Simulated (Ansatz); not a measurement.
**Single-point calculation, with input and output: SnSe (part 2 of 2)**

Continued. System: SnSe (P6₃mc, 4 atoms in the cell). Method: DFT, HSE06, plane waves, PAW, no spin polarisation (Ansatz 0.2.0); cutoff 420 eV, 6×6×2 k-mesh, fixed occupations. The structure was built on a prototype by a generator. The geometry comes from this level: r2SCAN.

Geometry of the input (Å; fractional positions):
```
5.0748  0.0000  0.0000
-2.5374  4.3949  0.0000
0.0000  0.0000  6.1737
Sn 0.3333  0.6667  -0.0391
Sn 0.6667  0.3333  0.4609
Se 0.3333  0.6667  0.4141
Se 0.6667  0.3333  0.9141
```

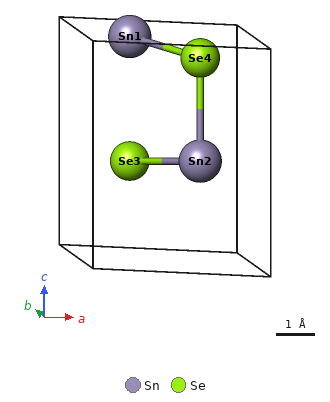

**Figure 1.** The input geometry (ball-and-stick view of the cell of the calculation, seen slightly off an axis; atoms are numbered from 1 in the order of the input).

## Output, continued
```
  k-point 2: bands = ["-45.3138", "-45.3138", "-45.3137", "-45.3137", "-45.2996", "-45.2996", "-45.2994", "-45.2994", "-45.2993", "-45.2993", "-17.7205", "-17.7005", "-17.6943", "-17.6935", "-17.6930", "-17.6926", "-17.6861", "-17.6856", "-17.6744", "-17.6732", "-8.6486", "-7.6199", "-1.2025", "0.1023", "1.0280", "2.0237", "3.0336", "3.3670", "3.5023", "4.2694", "7.6171", "8.1956", "9.3663", "9.9207", "10.9158"]
  k-point 13: bands = ["-45.3137", "-45.3137", "-45.3137", "-45.3137", "-45.2995", "-45.2995", "-45.2994", "-45.2994", "-45.2994", "-45.2994", "-17.7074", "-17.7074", "-17.6942", "-17.6942", "-17.6913", "-17.6913", "-17.6801", "-17.6801", "-17.6798", "-17.6798", "-7.9263", "-7.9263", "-2.2717", "-2.2717", "1.7246", "1.7246", "3.8062", "3.8062", "6.3230", "6.3230", "7.5656", "7.5656", "8.7570", "8.7570", "10.4720"]
```

## File bands.tsv
```
# k_distance	band_0	band_1	band_2	band_3	band_4	band_5	band_6	band_7	band_8	band_9	band_10	band_11	band_12	band_13	band_14	band_15	band_16	band_17	band_18	band_19	band_20	band_21	band_22	band_23	band_24	band_25	band_26	band_27	band_28	band_29	band_30	band_31	band_32	band_33	band_34
# fermi_ev = 6.323028
# lock_threshold_ev = 1e-6
# [0, 0, 0] at k_distance = 0.000000
# [0.5, 0, 0] at k_distance = 0.714829
# [0.3333333333, 0.3333333333, 0] at k_distance = 1.127536
# [0, 0, 0.5] at k_distance = 2.097203
# [0.5, 0, 0.5] at k_distance = 2.812032
# [0.3333333333, 0.3333333333, 0.5] at k_distance = 3.224739
# [0.28125, 0.28125, -0.5] at k_distance = 4.250616
# levels_relative_to = fermi_ev
# free_energy_ev = -22998.483705
# largest_residual_norms_ev = 1.043e-4 1.059e-4 1.130e-4 1.141e-4 7.926e-5 1.291e-4 1.023e-4 1.066e-4 6.168e-5 6.668e-5 1.588e-4 1.590e-4 1.581e-4 1.583e-4 1.380e-4 1.604e-4 1.729e-4 1.732e-4 1.750e-4 2.008e-4 2.599e-4 3.829e-4 4.940e-4 4.935e-4 5.856e-4 8.038e-4 9.954e-4 1.003e-3 1.009e-3 1.005e-3 1.202e-3 1.196e-3 8.815e-4 8.835e-4 1.917e-3
0.000000	-51.636789	-51.636789	-51.636775	-51.636775	-51.622601	-51.622592	-51.622414	-51.622414	-51.622321	-51.622321	-24.044333	-24.020639	-24.017840	-24.017840	-24.017160	-24.017160	-24.008850	-24.008850	-23.996638	-23.996638	-15.074152	-13.935409	-7.277331	-5.611286	-4.977596	-4.095954	-4.095954	-2.735677	-2.735677	-2.690897	1.430640	1.430640	3.119036	3.119036	4.771277
0.714829	-51.636776	-51.636751	-51.636749	-51.636744	-51.622602	-51.622600	-51.622416	-51.622377	-51.622357	-51.622324	-24.040118	-24.029828	-24.014873	-24.014424	-24.013651	-24.013423	-24.008958	-24.007639	-24.000152	-23.995169	-14.515041	-14.108073	-8.083979	-7.585940	-4.938246	-4.774679	-3.928884	-3.104771	-2.330742	-0.867475	2.566512	3.386226	3.484989	4.292187	5.322447
1.127536	-51.636765	-51.636765	-51.636747	-51.636729	-51.622601	-51.622601	-51.622400	-51.622379	-51.622379	-51.622314	-24.035109	-24.035109	-24.015652	-24.014677	-24.012733	-24.012733	-24.009117	-24.003802	-24.003802	-23.994565	-14.286762	-14.286762	-7.915079	-7.915079	-5.382071	-4.423972	-4.423972	-3.526549	-0.570352	-0.570352	2.440349	2.440349	3.189291	4.057715	5.062174
2.097203	-51.636780	-51.636780	-51.636780	-51.636780	-51.622549	-51.622549	-51.622390	-51.622390	-51.622390	-51.622390	-24.031542	-24.031542	-24.019469	-24.019469	-24.019469	-24.019469	-24.000840	-24.000840	-24.000840	-24.000840	-14.560817	-14.560817	-7.117770	-7.117770	-3.461687	-3.461687	-3.461687	-3.461687	-1.939494	-1.939494	1.924512	1.924512	1.924512	1.924512	2.507987
2.812032	-51.636761	-51.636761	-51.636745	-51.636745	-51.622547	-51.622547	-51.622391	-51.622391	-51.622388	-51.622388	-24.030886	-24.030886	-24.017264	-24.017264	-24.014877	-24.014877	-24.003365	-24.003365	-24.001907	-24.001907	-14.286617	-14.286617	-8.499763	-8.499763	-4.047884	-4.047884	-2.916251	-2.916251	-0.968177	-0.968177	1.434625	1.434625	3.203027	3.203027	4.229777
3.224739	-51.636764	-51.636764	-51.636737	-51.636737	-51.622548	-51.622548	-51.622397	-51.622397	-51.622382	-51.622382	-24.030397	-24.030397	-24.017203	-24.017203	-24.014311	-24.014311	-24.003136	-24.003136	-24.002796	-24.002796	-14.249313	-14.249313	-8.594739	-8.594739	-4.598390	-4.598390	-2.516871	-2.516871	0.000000	0.000000	1.242594	1.242594	2.433958	2.433958	4.148979
4.250616	-51.636764	-51.636764	-51.636740	-51.636740	-51.622548	-51.622548	-51.622397	-51.622397	-51.622383	-51.622383	-24.030515	-24.030515	-24.017241	-24.017241	-24.014541	-24.014541	-24.003210	-24.003210	-24.002516	-24.002516	-14.263529	-14.263529	-8.550024	-8.550024	-4.518574	-4.518574	-2.568715	-2.568715	-0.181973	-0.181973	1.247388	1.247388	2.458059	2.458059	4.249494
```

## File rho_z.tsv
```
# z_ang	rho[e/angstrom^3]
# format = ansatz-planar-average/11
# lattice	5.074778143	0.000000000	0.000000000
# lattice	-2.537389071	4.394886790	0.000000000
# lattice	0.000000000	0.000000000	6.173675743
# sites	4
# site	50	0.000000000	2.929924527	-0.241610670
# site	50	2.537389071	1.464962263	2.845227202
# site	34	0.000000000	2.929924527	2.556739074
# site	34	2.537389071	1.464962263	5.643576945
0.000000	6.741112e-1
0.137193	4.761491e-1
0.274386	3.226761e-1
0.411578	2.143461e-1
0.548771	1.436343e-1
0.685964	1.012340e-1
0.823157	7.724480e-2
0.960350	6.512606e-2
1.097542	6.135789e-2
1.234735	6.464941e-2
1.371928	7.477842e-2
1.509121	9.245176e-2
1.646314	1.186886e-1
1.783506	1.561921e-1
1.920699	2.181359e-1
2.057892	3.326788e-1
2.195085	5.411641e-1
2.332278	8.555755e-1
2.469470	1.178404e0
2.606663	1.332962e0
2.743856	1.250443e0
2.881049	1.029777e0
3.018241	7.869790e-1
3.155434	5.700390e-1
3.292627	3.935332e-1
3.429820	2.632540e-1
3.567013	1.748413e-1
3.704205	1.195390e-1
3.841398	8.745548e-2
3.978591	6.996288e-2
4.115784	6.233614e-2
4.252977	6.213314e-2
4.390169	6.885932e-2
4.527362	8.257516e-2
4.664555	1.044747e-1
4.801748	1.355291e-1
4.938941	1.827421e-1
5.076133	2.663886e-1
5.213326	4.227704e-1
5.350519	6.879781e-1
5.487712	1.027005e0
5.624905	1.285707e0
5.762097	1.317726e0
5.899290	1.148633e0
6.036483	9.067466e-1
```

## File v_z.tsv
```
# z_ang	v_es[eV]	v_tot[eV]
# format = ansatz-planar-average/11
# xc	hse06
# density_cutoff_ev	1680
# datasets	Sn=:simpson_from_first_knot:soft:fock:shift=0	Se=:simpson_from_first_knot:soft:fock:shift=0
# lattice	5.074778143	0.000000000	0.000000000
# lattice	-2.537389071	4.394886790	0.000000000
# lattice	0.000000000	0.000000000	6.173675743
# sites	4
# site	50	0.000000000	2.929924527	-0.241610670
# site	50	2.537389071	1.464962263	2.845227202
# site	34	0.000000000	2.929924527	2.556739074
# site	34	2.537389071	1.464962263	5.643576945
0.000000	3.866845e0	-4.777404e0
0.137193	3.920523e0	-4.152254e0
0.274386	4.377633e0	-3.042157e0
0.411578	5.218504e0	-1.521105e0
0.548771	6.227606e0	1.230406e-1
0.685964	7.254606e0	1.678444e0
0.823157	8.117277e0	2.891592e0
0.960350	8.675689e0	3.598924e0
1.097542	8.978160e0	3.859082e0
1.234735	9.069015e0	3.902927e0
1.371928	8.937220e0	3.738684e0
1.509121	8.537508e0	3.081071e0
1.646314	7.748929e0	1.869122e0
1.783506	6.558438e0	2.109556e-1
1.920699	5.200774e0	-1.624981e0
2.057892	4.010953e0	-3.319834e0
2.195085	3.233213e0	-4.652382e0
2.332278	2.954289e0	-5.480479e0
2.469470	3.103622e0	-5.805111e0
2.606663	3.476446e0	-5.753395e0
2.743856	3.825045e0	-5.519790e0
2.881049	3.974087e0	-5.248238e0
3.018241	3.916652e0	-4.965476e0
3.155434	3.854900e0	-4.516693e0
3.292627	4.091971e0	-3.661908e0
3.429820	4.763127e0	-2.315073e0
3.567013	5.713362e0	-6.996372e-1
3.704205	6.747696e0	9.257556e-1
3.841398	7.720075e0	2.343621e0
3.978591	8.434194e0	3.309625e0
4.115784	8.853997e0	3.772590e0
4.252977	9.050413e0	3.895507e0
4.390169	9.032045e0	3.865366e0
4.527362	8.777433e0	3.482347e0
4.664555	8.198526e0	2.539789e0
4.801748	7.194186e0	1.083679e0
4.938941	5.879329e0	-7.070512e-1
5.076133	4.565924e0	-2.505454e0
5.213326	3.561589e0	-4.042981e0
5.350519	3.031976e0	-5.132947e0
5.487712	2.985974e0	-5.700331e0
5.624905	3.277832e0	-5.814380e0
5.762097	3.667838e0	-5.648106e0
5.899290	3.929647e0	-5.383530e0
6.036483	3.963349e0	-5.113539e0
```

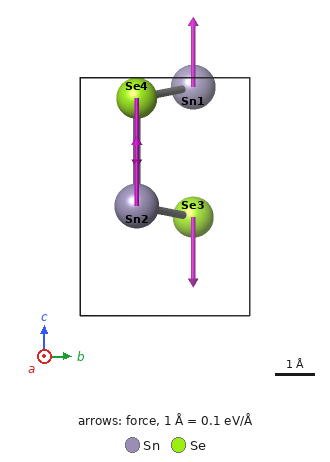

**Figure 2.** Forces on the atoms as pink arrows (ball-and-stick view of the cell of the calculation, along the a axis; atoms are numbered from 1 in the order of the input). The largest act on Se3, Se4 (0.18 eV/Å); Sn1, Sn2 (0.18 eV/Å). The geometry is not a stationary point of this energy.

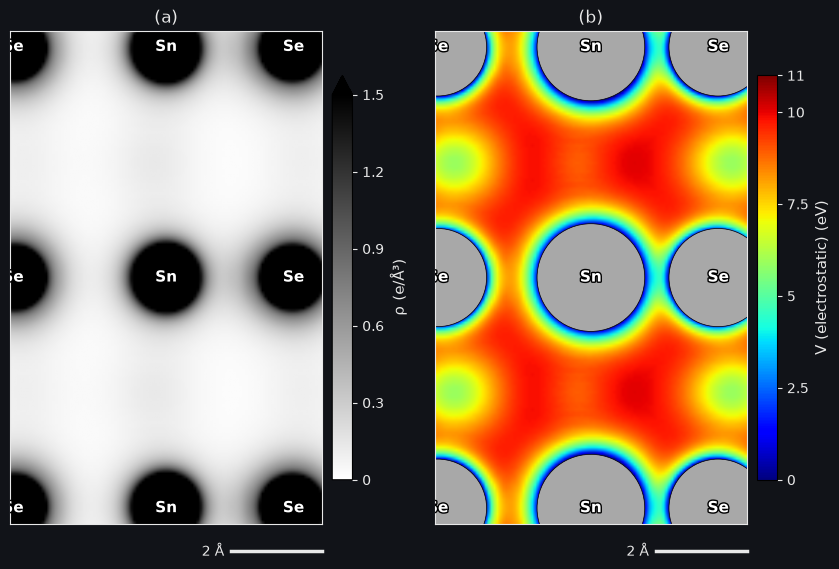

**Figure 3.** (a) valence pseudo-density; (b) electrostatic potential (local pseudopotential plus Hartree) felt by an electron on the (11̄0) plane of the conventional cell. Grey discs, where drawn, cover atomic cores. The plane passes through Sn and Se nuclei. Sn–Se (2.80 Å): the density is about 0.34 e/Å³ at the midpoint. Away from the nuclei the density in this plane falls to 0.02 e/Å³ at its lowest. Outside the cores the potential energy rises away from the atoms and is highest about 1.9 Å from the nearest atoms; outside the discs it spans about 10 eV, and its zero is arbitrary. Core electrons are frozen (PAW), so the fields are smoothed inside the atomic spheres.

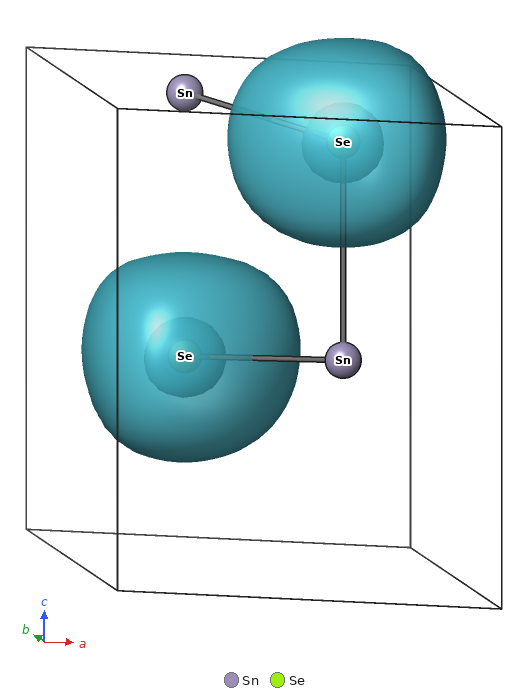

**Figure 4.** Isosurface of the ELF at 0.6 (cyan), seen at an oblique angle. Core shells and regions of very low density are left out. Sticks mark near contacts. The outline is the cell set on symmetry axes. Along the contacts the grid gives the following. Sn–Se (2.80 Å): the ELF peaks at about 0.80 in the valence shell of Se, 0.9 Å from its nucleus, and drops to about 0.25 between the two atoms. Sn–Se (2.94 Å): the ELF peaks at about 0.80 in the valence shell of Se, 0.8 Å from its nucleus, and drops to about 0.30 between the two atoms.

## Summary

- outcome: converged
- space group (tolerance 0.01 Å): P6₃mc (186)
- electrons treated: 60
- free energy: −22998.4837 eV
- Fermi energy: 6.323 eV
- gap on the k-point mesh: 1.24 eV
- pressure: 0.76 GPa
- largest force (length of the vector): 0.183 eV/Å
- wall time: 1.9 min (CPU time 7.2 min)
- peak memory: 2.5 GiB

## Remarks

Warnings of the run: the exchange loop's threshold is looser than advised for the stress; the SCF threshold is looser than advised for the printed stress.
